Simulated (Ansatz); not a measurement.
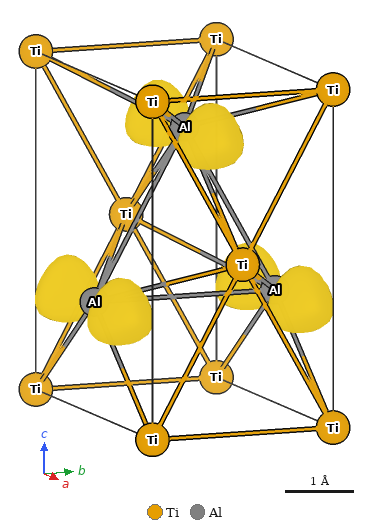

TiAl. Isosurface of the electron localisation function at 0.75 (yellow), seen slightly off an axis. Only the valence region is drawn (cores and ρ < 0.01 e/Å³ removed). Sticks mark near contacts.

Space group Amm2; a structure from a database of computed crystals, not necessarily the ambient phase; changed on purpose from its base cell (strain +0.0200 x Voigt [0, 1, 0, 0, 0, 0], atoms carried along); computed pressure about −3 GPa in this cell; computed without spin polarisation.

Computed with DFT r2SCAN, scalar-relativistic, plane waves, PAW in Ansatz.

Core electrons are frozen (PAW), and the valence fields are smoothed inside the atomic spheres.

Question: Describe the localisation domains.

Answer: The ELF exceeds this value in four pockets between the atoms, centred on no nucleus (multi-centre or interstitial), counted in one cell of 4 atoms. Regions shared between cells count once. Along the contacts the grid gives the following. Ti–Ti (2.87 Å): the ELF is about 0.25 at the midpoint; no localised pair shows between them. Al–Al (2.87 Å): the ELF is about 0.60 at the midpoint.

Question: Metal or insulator at this level of theory?

Answer: It is metallic or semimetallic at this level of theory: no gap opens.
